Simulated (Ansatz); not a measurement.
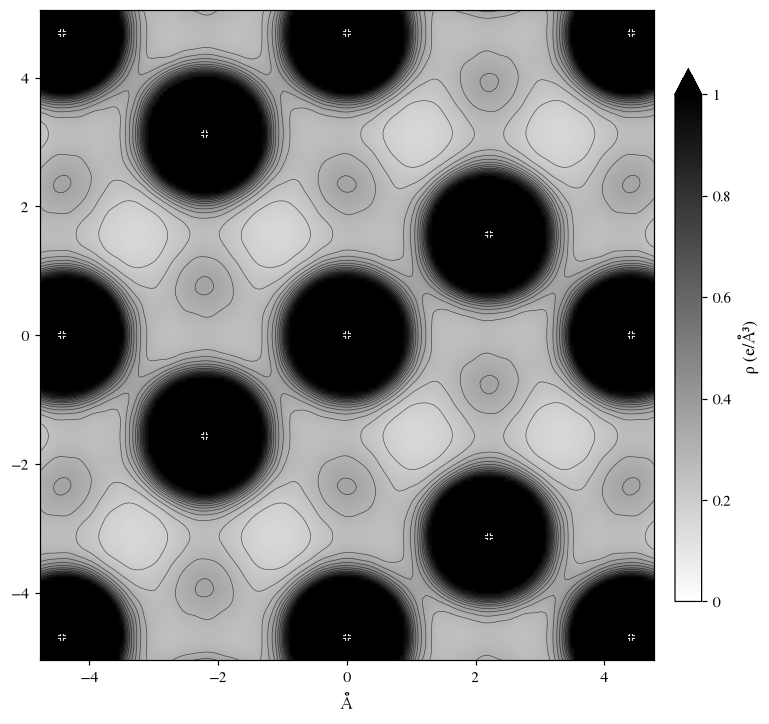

The valence charge density (pseudo) on a plane through atoms (crosses mark nuclei in the plane).

The calculation used Ansatz, DFT PBE, scalar-relativistic, plane waves, PAW.

Candidates:
A. Rh, a = 2.71 Å, b = 2.71 Å, c = 8.84 Å, α = 90.00°, β = 90.00°, γ = 120.00°. Space group P6₃/mmc; a structure from a database of computed crystals, not necessarily the ambient phase; computed without spin polarisation.
B. Pd, a = 2.78 Å, b = 2.78 Å, c = 9.18 Å, α = 90.00°, β = 90.00°, γ = 120.00°. Space group P6₃/mmc; a structure from a database of computed crystals, not necessarily the ambient phase.
C. AlNi$_{3}$, a = 3.57 Å, b = 3.57 Å, c = 3.57 Å, α = 90.00°, β = 90.00°, γ = 90.00°. Space group Pm-3m; a structure from a database of computed crystals, not necessarily the ambient phase; spin-polarised.

Which candidate gave the map?

Answer. Candidate A: Rh on the (110) plane of the conventional cell, which holds Rh. Rh–Rh (2.71 Å): the density is about 0.36 e/Å³ at the midpoint.
